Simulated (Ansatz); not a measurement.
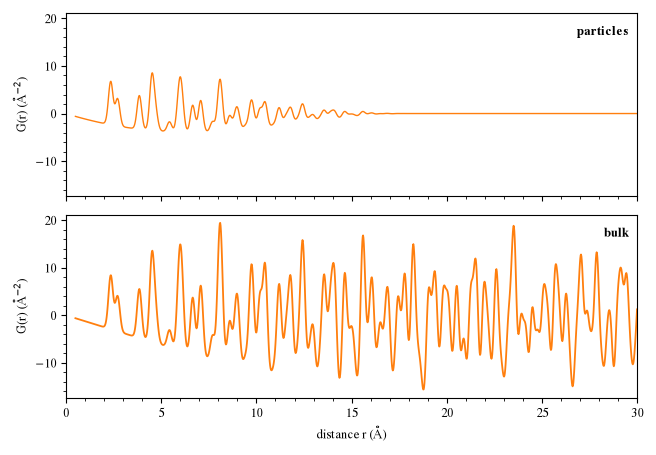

Computed X-ray G(r), with each pair weighted by the product of the atomic numbers (X-ray weights at Q = 0) and a uniform peak width σ = 0.12 Å, for spherical particles of Ni with the bulk structure: the bulk G(r) is multiplied by the envelope of a sphere of diameter D, 1 − 3r/2D + r³/2D³, with no surface relaxation. The number density is 0.0991 atoms per Å³. Basis of the simulation: the geometry relaxed with Ansatz 0.2.0, DFT, LDA (PW92), plane waves (420 eV) with PAW, scalar-relativistic; the starting structure was generated, so it need not be a known form of this composition.

**How large are the particles?**

About 18 Å (1.8 nm): the signal is half of the bulk amplitude at r ≈ 6.2 Å and vanishes at r = D, fading from view somewhat earlier.

**Roughly how many atoms does one particle hold?**

About 300 (number density 0.0991 Å⁻³ times πD³/6).
